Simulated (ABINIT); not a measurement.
**PbO: phonon calculation (part 3 of 4)**

PbO (4 atoms in the cell); Kohn-Sham DFT of a periodic cell, LDA, JTH PAW LDA v2.0, no spin polarisation (ABINIT 10.8.3); cutoff 517.02 eV, 6×6×4 k-mesh, fixed occupations. The structure derives from an entry of the Crystallography Open Database.

Geometry of the input (Å; fractional positions):
```
3.9900  0.0000  0.0000
0.0000  3.9900  0.0000
0.0000  0.0000  5.0100
Pb 0.5000  0.0000  0.7600
Pb 0.0000  0.5000  0.2400
O  0.5000  0.5000  0.0000
O  0.0000  0.0000  0.0000
```

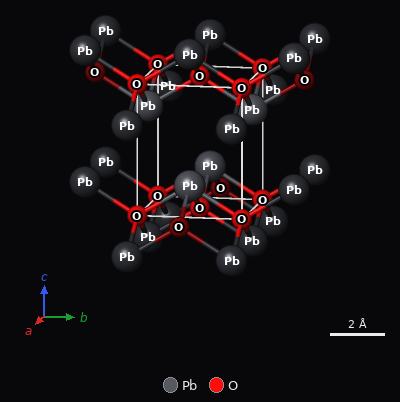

The structure (ball-and-stick view of the cell of the calculation, seen slightly off an axis; neighbours outside the cell are drawn fainter). An atom can appear more than once, as a periodic image.

### Log, continued
```
 The perturbation idir=   2  ipert=   2 is
 symmetric of a previously calculated perturbation.
 So, its SCF calculation is not needed.

 The perturbation idir=   3  ipert=   2 is
 symmetric of a previously calculated perturbation.
 So, its SCF calculation is not needed.

 The perturbation idir=   2  ipert=   3 is
 symmetric of a previously calculated perturbation.
 So, its SCF calculation is not needed.

 The perturbation idir=   1  ipert=   4 is
 symmetric of a previously calculated perturbation.
 So, its SCF calculation is not needed.

 The perturbation idir=   2  ipert=   4 is
 symmetric of a previously calculated perturbation.
 So, its SCF calculation is not needed.

 The perturbation idir=   3  ipert=   4 is
 symmetric of a previously calculated perturbation.
 So, its SCF calculation is not needed.

 The perturbation idir=   2  ipert=   6 is
 symmetric of a previously calculated perturbation.
 So, its SCF calculation is not needed.

--------------------------------------------------------------------------------
 Perturbation wavevector (in red.coord.)   0.000000  0.000000  0.000000
 Perturbation : displacement of atom   1   along direction   1
 Found     2 symmetries that leave the perturbation invariant.
 symkpt : the number of k-points, thanks to the symmetries,
 is reduced to    36 .

--------------------------------------------------------------------------------

--------------------------------------------------------------------------------

 Initialisation of the first-order wave-functions :
  ireadwf=   0

--- !BeginCycle
iteration_state: {dtset: 3, }
solver: {iscf: 7, nstep: 80, nline: 4, wfoptalg: 10, }
tolerances: {tolvrs: 1.00E-08, }
...

     iter   2DEtotal(Ha)        deltaE(Ha) residm    vres2
-ETOT  1   1154.5262647854      1.983E+03 4.655E+01 5.113E+06
 ETOT  2   64.719063649532     -1.090E+03 1.093E+01 2.174E+05
 ETOT  3   4.2782148241124     -6.044E+01 2.346E+00 9.620E+02
 ETOT  4   2.6216216906052     -1.657E+00 2.985E-02 5.994E+02
 ETOT  5   2.4129033373135     -2.087E-01 7.797E-03 1.121E+02
 ETOT  6   2.3680879771707     -4.482E-02 5.380E-04 1.759E+00
 ETOT  7   2.3665397225393     -1.548E-03 7.091E-05 7.705E-03
 ETOT  8   2.3664498708405     -8.985E-05 6.883E-06 1.682E-02
 ETOT  9   2.3664364107210     -1.346E-05 1.808E-06 1.919E-03
 ETOT 10   2.3664347610681     -1.650E-06 3.023E-07 7.530E-06
 ETOT 11   2.3664346487291     -1.123E-07 7.500E-08 1.046E-05
 ETOT 12   2.3664346319244     -1.680E-08 1.280E-08 1.424E-06
 ETOT 13   2.3664346296848     -2.239E-09 3.166E-09 2.809E-07
 ETOT 14   2.3664346292800     -4.048E-10 5.458E-10 3.625E-09

 At SCF step   14       vres2   =  3.63E-09 < tolvrs=  1.00E-08 =>converged.
-open ddk wf file :runo_DS2_1WF13
-open ddk wf file :runo_DS2_1WF14
-open ddk wf file :runo_DS2_1WF15
================================================================================

 ----iterations are completed or convergence reached----

 Mean square residual over all n,k,spin=   32.297E-13; max=  54.579E-11

 2DEtotal=    0.2366434629E+01 Ha. Also 2DEtotal=    0.643939667232E+02 eV
    (2DErelax=    8.3123966491E+02 Ha. 2DEnonrelax=   -8.2887323028E+02 Ha)
    (  non-var. 2DEtotal :    2.3664375559E+00 Ha)

--------------------------------------------------------------------------------
 Perturbation wavevector (in red.coord.)   0.000000  0.000000  0.000000
 Perturbation : displacement of atom   1   along direction   3
 Found     8 symmetries that leave the perturbation invariant.
 symkpt : the number of k-points, thanks to the symmetries,
 is reduced to    12 .

--------------------------------------------------------------------------------

--------------------------------------------------------------------------------

 Initialisation of the first-order wave-functions :
  ireadwf=   0

--- !BeginCycle
iteration_state: {dtset: 3, }
solver: {iscf: 7, nstep: 80, nline: 4, wfoptalg: 10, }
tolerances: {tolvrs: 1.00E-08, }
...

     iter   2DEtotal(Ha)        deltaE(Ha) residm    vres2
-ETOT  1   3508.0568281155      4.821E+03 6.281E+01 2.195E+07
 ETOT  2   1086.5040007478     -2.422E+03 2.735E+01 1.763E+06
 ETOT  3   736.72083084049     -3.498E+02 9.686E+00 2.212E+06
 ETOT  4   21.421954613125     -7.153E+02 4.297E+00 9.891E+03
 ETOT  5   12.648921991798     -8.773E+00 4.987E-01 3.696E+03
 ETOT  6   11.058185535652     -1.591E+00 8.851E-02 1.460E+02
 ETOT  7   10.954275000341     -1.039E-01 1.532E-02 1.440E+01
 ETOT  8   10.942445453524     -1.183E-02 1.153E-03 1.096E+00
 ETOT  9   10.941715898390     -7.296E-04 4.791E-04 1.508E-01
 ETOT 10   10.941592365015     -1.235E-04 4.495E-05 7.293E-03
 ETOT 11   10.941582839965     -9.525E-06 1.699E-05 1.105E-03
 ETOT 12   10.941581169925     -1.670E-06 1.666E-06 1.255E-04
 ETOT 13   10.941580937390     -2.325E-07 6.202E-07 4.617E-06
 ETOT 14   10.941580903296     -3.409E-08 6.212E-08 1.513E-06
 ETOT 15   10.941580896773     -6.524E-09 2.261E-08 2.599E-07
 ETOT 16   10.941580895482     -1.291E-09 2.375E-09 2.115E-09

 At SCF step   16       vres2   =  2.12E-09 < tolvrs=  1.00E-08 =>converged.
-open ddk wf file :runo_DS2_1WF15
-open ddk wf file :runo_DS2_1WF14
-open ddk wf file :runo_DS2_1WF13
================================================================================

 ----iterations are completed or convergence reached----

 Mean square residual over all n,k,spin=   12.428E-12; max=  23.747E-10

 2DEtotal=    0.1094158090E+02 Ha. Also 2DEtotal=    0.297735583889E+03 eV
    (2DErelax=    1.3236488681E+03 Ha. 2DEnonrelax=   -1.3127072872E+03 Ha)
    (  non-var. 2DEtotal :    1.0941610391E+01 Ha)

--------------------------------------------------------------------------------
 Perturbation wavevector (in red.coord.)   0.000000  0.000000  0.000000
 Perturbation : displacement of atom   3   along direction   1
 Found     2 symmetries that leave the perturbation invariant.
 symkpt : the number of k-points, thanks to the symmetries,
 is reduced to    36 .

--------------------------------------------------------------------------------

--------------------------------------------------------------------------------

 Initialisation of the first-order wave-functions :
  ireadwf=   0

--- !BeginCycle
iteration_state: {dtset: 3, }
solver: {iscf: 7, nstep: 80, nline: 4, wfoptalg: 10, }
tolerances: {tolvrs: 1.00E-08, }
...

     iter   2DEtotal(Ha)        deltaE(Ha) residm    vres2
-ETOT  1   468.11876015376     -6.143E+02 1.670E+00 1.722E+06
 ETOT  2   20.463136138618     -4.477E+02 8.806E-01 6.957E+04
 ETOT  3   4.2651589273284     -1.620E+01 5.231E-01 1.013E+03
 ETOT  4   3.8599312973030     -4.052E-01 4.785E-02 1.349E+02
 ETOT  5   3.8114159675649     -4.852E-02 1.017E-02 1.261E+01
 ETOT  6   3.8048924609840     -6.524E-03 1.781E-03 9.129E-01
 ETOT  7   3.8043230319267     -5.694E-04 4.509E-04 3.860E-01
 ETOT  8   3.8041488989249     -1.741E-04 6.028E-05 1.092E-02
 ETOT  9   3.8041391895680     -9.709E-06 1.314E-05 1.002E-03
 ETOT 10   3.8041378791894     -1.310E-06 1.366E-06 4.230E-06
 ETOT 11   3.8041377646816     -1.145E-07 2.881E-07 1.117E-05
 ETOT 12   3.8041377445110     -2.017E-08 2.419E-08 4.939E-08
 ETOT 13   3.8041377426202     -1.891E-09 5.263E-09 1.215E-07
 ETOT 14   3.8041377423094     -3.108E-10 3.839E-10 1.107E-09

 At SCF step   14       vres2   =  1.11E-09 < tolvrs=  1.00E-08 =>converged.
-open ddk wf file :runo_DS2_1WF13
-open ddk wf file :runo_DS2_1WF14
-open ddk wf file :runo_DS2_1WF15
================================================================================

 ----iterations are completed or convergence reached----

 Mean square residual over all n,k,spin=   19.241E-13; max=  38.386E-11

 2DEtotal=    0.3804137742E+01 Ha. Also 2DEtotal=    0.103515861439E+03 eV
    (2DErelax=   -1.0786183818E+03 Ha. 2DEnonrelax=    1.0824225196E+03 Ha)
    (  non-var. 2DEtotal :    3.8041291311E+00 Ha)

--------------------------------------------------------------------------------
 Perturbation wavevector (in red.coord.)   0.000000  0.000000  0.000000
 Perturbation : displacement of atom   3   along direction   3
 Found     4 symmetries that leave the perturbation invariant.
 symkpt : the number of k-points, thanks to the symmetries,
 is reduced to    18 .

--------------------------------------------------------------------------------

--------------------------------------------------------------------------------

 Initialisation of the first-order wave-functions :
  ireadwf=   0

--- !BeginCycle
iteration_state: {dtset: 3, }
solver: {iscf: 7, nstep: 80, nline: 4, wfoptalg: 10, }
tolerances: {tolvrs: 1.00E-08, }
...

     iter   2DEtotal(Ha)        deltaE(Ha) residm    vres2
-ETOT  1   840.53879348929     -8.817E+02 5.219E+00 4.417E+06
 ETOT  2   59.447337972003     -7.811E+02 6.517E+00 3.613E+05
 ETOT  3   8.3724126775381     -5.107E+01 1.195E+00 5.017E+03
 ETOT  4   7.1412765213609     -1.231E+00 8.089E-02 9.752E+02
 ETOT  5   6.9946087969621     -1.467E-01 5.074E-03 1.706E+02
 ETOT  6   6.9615940354437     -3.301E-02 9.124E-04 7.966E+00
 ETOT  7   6.9602333386050     -1.361E-03 7.313E-05 1.029E-01
 ETOT  8   6.9601877403607     -4.560E-05 8.696E-06 7.240E-02
 ETOT  9   6.9601647521500     -2.299E-05 1.972E-06 1.330E-02
 ETOT 10   6.9601611342574     -3.618E-06 6.637E-07 1.053E-03
 ETOT 11   6.9601608274851     -3.068E-07 4.880E-08 2.408E-04
 ETOT 12   6.9601607065375     -1.209E-07 3.360E-08 2.873E-05
 ETOT 13   6.9601606956472     -1.089E-08 1.722E-09 9.991E-07
 ETOT 14   6.9601606949555     -6.917E-10 9.130E-10 3.751E-07
 ETOT 15   6.9601606946511     -3.045E-10 6.884E-11 6.060E-08
 ETOT 16   6.9601606947404      8.936E-11 3.844E-11 2.399E-09

 At SCF step   16       vres2   =  2.40E-09 < tolvrs=  1.00E-08 =>converged.
-open ddk wf file :runo_DS2_1WF15
-open ddk wf file :runo_DS2_1WF14
-open ddk wf file :runo_DS2_1WF13
================================================================================

 ----iterations are completed or convergence reached----

 Mean square residual over all n,k,spin=   15.439E-14; max=  38.437E-12

 2DEtotal=    0.6960160695E+01 Ha. Also 2DEtotal=    0.189395620999E+03 eV
    (2DErelax=   -1.7152542693E+03 Ha. 2DEnonrelax=    1.7222144300E+03 Ha)
    (  non-var. 2DEtotal :    6.9601614515E+00 Ha)

--------------------------------------------------------------------------------
 Perturbation wavevector (in red.coord.)   0.000000  0.000000  0.000000
 Perturbation : homogeneous electric field along direction   1
 The set of symmetries contains only one element for this perturbation.
 symkpt : not enough symmetry to change the number of k points.

--------------------------------------------------------------------------------

--------------------------------------------------------------------------------

 Initialisation of the first-order wave-functions :
  ireadwf=   0

--- !BeginCycle
iteration_state: {dtset: 3, }
solver: {iscf: 7, nstep: 80, nline: 4, wfoptalg: 10, }
tolerances: {tolvrs: 1.00E-08, }
...

     iter   2DEtotal(Ha)        deltaE(Ha) residm    vres2
-ETOT  1  -163.06021301434     -1.631E+02 4.987E+00 2.907E+04
 ETOT  2  -175.46937273485     -1.241E+01 1.437E+00 1.687E+03
 ETOT  3  -176.05851481123     -5.891E-01 1.287E-02 5.073E+01
 ETOT  4  -176.08426281062     -2.575E-02 1.429E-02 5.175E+00
 ETOT  5  -176.08813029796     -3.867E-03 3.087E-04 3.710E-01
 ETOT  6  -176.08843674241     -3.064E-04 4.466E-04 9.687E-03
 ETOT  7  -176.08847107002     -3.433E-05 8.913E-06 7.538E-04
 ETOT  8  -176.08847562368     -4.554E-06 1.431E-05 2.869E-05
 ETOT  9  -176.08847629026     -6.666E-07 3.295E-07 6.468E-06
 ETOT 10  -176.08847640361     -1.133E-07 4.753E-07 1.277E-06
 ETOT 11  -176.08847642305     -1.945E-08 1.351E-08 4.518E-08
 ETOT 12  -176.08847642639     -3.337E-09 1.570E-08 4.804E-08
 ETOT 13  -176.08847642703     -6.352E-10 5.401E-10 1.243E-08
 ETOT 14  -176.08847642714     -1.130E-10 5.174E-10 2.380E-09

 At SCF step   14       vres2   =  2.38E-09 < tolvrs=  1.00E-08 =>converged.
-open ddk wf file :runo_DS2_1WF13
-open ddk wf file :runo_DS2_1WF14
-open ddk wf file :runo_DS2_1WF15
================================================================================

 ----iterations are completed or convergence reached----

 Mean square residual over all n,k,spin=   18.771E-13; max=  51.744E-11

 2DEtotal=   -0.1760884764E+03 Ha. Also 2DEtotal=   -0.479161154553E+04 eV
    (  non-var. 2DEtotal :   -1.7608846676E+02 Ha)

--------------------------------------------------------------------------------
 Perturbation wavevector (in red.coord.)   0.000000  0.000000  0.000000
 Perturbation : homogeneous electric field along direction   3
 The set of symmetries contains only one element for this perturbation.
 symkpt : not enough symmetry to change the number of k points.

--------------------------------------------------------------------------------

--------------------------------------------------------------------------------

 Initialisation of the first-order wave-functions :
  ireadwf=   0

--- !BeginCycle
iteration_state: {dtset: 3, }
solver: {iscf: 7, nstep: 80, nline: 4, wfoptalg: 10, }
tolerances: {tolvrs: 1.00E-08, }
...

     iter   2DEtotal(Ha)        deltaE(Ha) residm    vres2
-ETOT  1  -90.605430932119     -9.061E+01 4.952E+00 4.146E+04
 ETOT  2  -99.423197016377     -8.818E+00 2.528E-01 3.231E+03
 ETOT  3  -99.996014017688     -5.728E-01 2.677E-02 6.721E+01
 ETOT  4  -100.01277823531     -1.676E-02 3.226E-03 5.354E+00
 ETOT  5  -100.01415770778     -1.379E-03 3.058E-04 6.071E-01
 ETOT  6  -100.01431250022     -1.548E-04 7.689E-05 7.490E-02
 ETOT  7  -100.01433125124     -1.875E-05 5.861E-06 1.882E-02
 ETOT  8  -100.01434045990     -9.209E-06 2.288E-06 8.175E-04
 ETOT  9  -100.01434103725     -5.773E-07 1.606E-07 2.197E-04
 ETOT 10  -100.01434118783     -1.506E-07 6.754E-08 8.788E-06
 ETOT 11  -100.01434119833     -1.050E-08 4.853E-09 1.916E-06
 ETOT 12  -100.01434120030     -1.977E-09 1.808E-09 5.729E-07
 ETOT 13  -100.01434120076     -4.512E-10 1.363E-10 7.716E-09

 At SCF step   13       vres2   =  7.72E-09 < tolvrs=  1.00E-08 =>converged.
-open ddk wf file :runo_DS2_1WF15
-open ddk wf file :runo_DS2_1WF14
-open ddk wf file :runo_DS2_1WF13
================================================================================

 ----iterations are completed or convergence reached----

 Mean square residual over all n,k,spin=   13.572E-13; max=  13.633E-11

 2DEtotal=   -0.1000143412E+03 Ha. Also 2DEtotal=   -0.272152886855E+04 eV
    (  non-var. 2DEtotal :   -1.0001433148E+02 Ha)
================================================================================

 ---- first-order wavefunction calculations are completed ----

 ==> Compute Derivative Database <==
 The violation of the charge neutrality conditions
 by the effective charges is as follows :
    atom        electric field
 displacement     direction
       1               1       -0.126980        0.000000
       1               2       -0.000000        0.000000
       1               3        0.000000        0.000000
       2               1       -0.000000        0.000000
       2               2       -0.126980        0.000000
       2               3        0.000000        0.000000
       3               1       -0.000000        0.000000
       3               2        0.000000        0.000000
       3               3       -0.126670        0.000000

 Effective charge tensors after
 imposition of the charge neutrality (if requested by user),
 and eventual restriction to some part :
   atom    displacement
         1         1    3.100519E+00   -3.721561E-16    4.895781E-16
         1         2   -3.649994E-16    3.100514E+00   -3.596693E-17
         1         3   -9.568143E-16   -2.829030E-16    2.250301E+00
         2         1    3.100511E+00    7.267633E-17    1.194438E-16
         2         2    2.429159E-16    3.100516E+00    7.865923E-16
         2         3    4.871371E-16    1.410447E-15    2.250300E+00
         3         1   -3.100527E+00    1.372468E-16   -2.605435E-18
         3         2   -1.653951E-17   -3.100521E+00   -2.980922E-16
         3         3    4.647368E-16   -3.643135E-16   -2.250308E+00
         4         1   -3.100503E+00    1.622330E-16   -6.064165E-16
         4         2    1.386230E-16   -3.100509E+00   -4.525333E-16
         4         3    4.940427E-18   -7.632307E-16   -2.250292E+00
 Now, the imaginary part of the dynamical matrix is zeroed

  Dynamical matrix, in cartesian coordinates,
   if specified in the inputs, asr has been imposed
     j1       j2             matrix element
  dir pert dir pert     real part    imaginary part

   1    1   1    1         0.0418993925         0.0000000000
   1    1   1    2        -0.0114959169         0.0000000000
   1    1   1    3        -0.0067612734         0.0000000000
   1    1   1    4        -0.0236422022         0.0000000000

   2    1   2    1         0.0418993925         0.0000000000
   2    1   2    2        -0.0114959169         0.0000000000
   2    1   2    3        -0.0236422022         0.0000000000
   2    1   2    4        -0.0067612734         0.0000000000
```
